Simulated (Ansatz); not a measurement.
Si (slab)

Input file:

```
crystal:
  lattice:
    - [3.8675355695, 0.0, 0.0]
    - [0.0, 5.4695212554, 0.0]
    - [0.0, 0.0, 19.2238421873]
  atoms:
    - { symbol: Si, position: [0.5, 0.0, 0.2080749499] }
    - { symbol: Si, position: [0.0, 0.25, 0.2080749499] }
    - { symbol: Si, position: [0.0, 0.5024402184, 0.3062861] }
    - { symbol: Si, position: [0.5, 0.7475597816, 0.3062861] }
    - { symbol: Si, position: [0.5, 0.0098635014, 0.401784519] }
    - { symbol: Si, position: [0.0, 0.2401364986, 0.401784519] }
basis:
  ecutwfc: 420
kpoints:
  mp_grid: { grid: [7, 5, 1] }
hamiltonian:
  xc: pbe
  pseudopotentials: { kind: paw, azcp: { folder: soft_1 } }
scf:
  occupations: { method: gaussian, width: 0.05 }
output:
  forces: true
  eigenvalues: true
  write_density: true
  write_potential: true
  elf: true
  volumetric_format: npy
efield:
  axis: 3
  dipole_correction: true
  ramp_width: 0.04
```

Command:

```sh
ansatz run input.yaml --threads 2 --pin off --max-ram 6144MiB --backend cpu --events-out ev --progress --plain --runs-dir out
```

Not relaxed (largest force 0.6 eV/Å); PAW files of the earlier set (soft_1).

Level of theory: DFT PBE, scalar-relativistic, plane waves, PAW in Ansatz.

The density is the valence pseudo-density of a PAW calculation; it isn't the true density close to the nuclei.

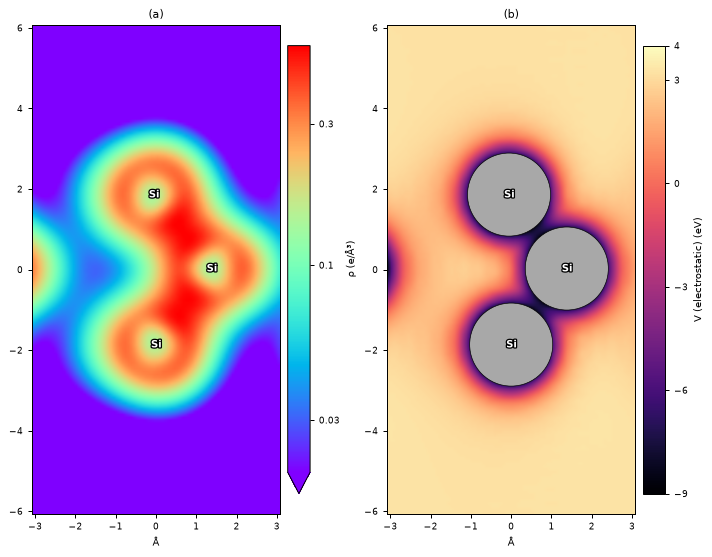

Figure 1. (a) valence electron density; (b) electrostatic potential energy of an electron on the (100) plane of the calculation cell, a cut from vacuum to vacuum. Grey discs cover the atomic cores in the potential map.

What do the fields say about this system?

Answer.
- Atoms in the plane: Si.
- Si–Si (2.33 Å): the density is about 0.55 e/Å³ at the midpoint.
- Si–Si (2.34 Å): ρ at the midpoint is about 0.54 e/Å³.
- The density dies away to nearly zero in the vacuum.
- Outside the cores the potential energy rises away from the atoms and is highest in the vacuum; its zero is arbitrary.

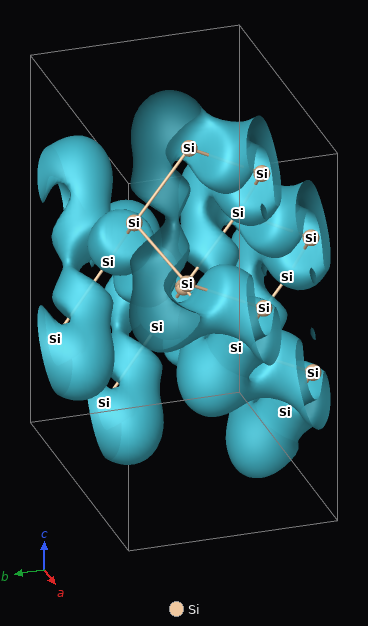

Figure 2. Isosurface of the ELF at 0.7 (cyan), seen at an oblique angle. Core shells and regions of very low density are left out. Sticks mark near contacts.

Where are the electrons localised?

Answer. At this value the surface marks out two regions between bonded Si–Si atoms and channels that run through the cell in one direction, counted in one cell of 6 atoms. Counts are for one cell; the picture repeats the cell along the surface. Along the contacts the grid gives the following. Si–Si (2.31 Å): the ELF peaks at about 0.95 between the atoms. Si–Si (2.35 Å): the ELF peaks at about 0.95 between the atoms.

Does the calculation make it a metal, or give it a gap?

Answer. It is metallic or semimetallic at this level of theory: no gap opens.
